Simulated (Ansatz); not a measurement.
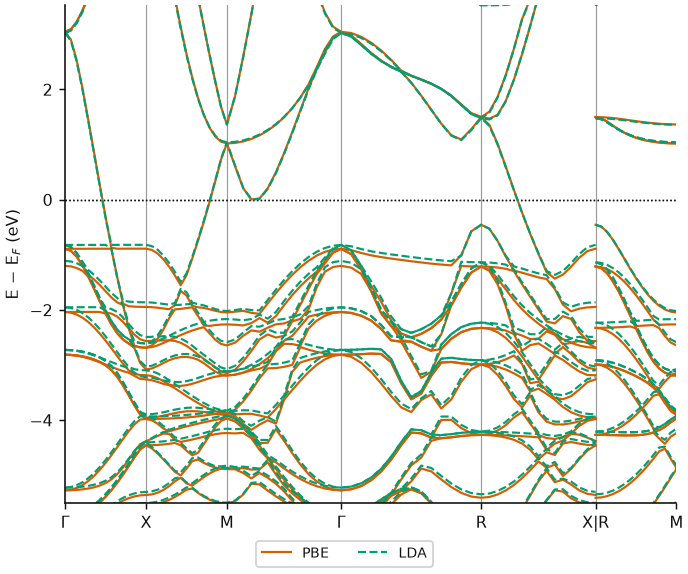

Band structures of Au, space group Pm-3m (No. 221), 3 atoms in the cell, by two methods on the same cell. Each is counted from its own Fermi level.

How do the methods compare?

Both give a metal. The 4 bands that come within 1 eV of the Fermi level differ by 0.06 eV on average and by 0.10 eV at most (between X and M).

Settings. PBE: DFT PBE, scalar-relativistic, plane waves, PAW, no spin polarisation, 12×12×12 k mesh, 420 eV cutoff, Gaussian smearing of 0.1 eV (Ansatz 0.2.0). LDA: DFT LDA, scalar-relativistic, plane waves, PAW, no spin polarisation, 12×12×12 k mesh, 420 eV cutoff, Gaussian smearing of 0.1 eV (Ansatz 0.2.0).

The structure is an invented one, so it need not be a known or stable phase. Spin-orbit coupling is left out, which matters for Au.
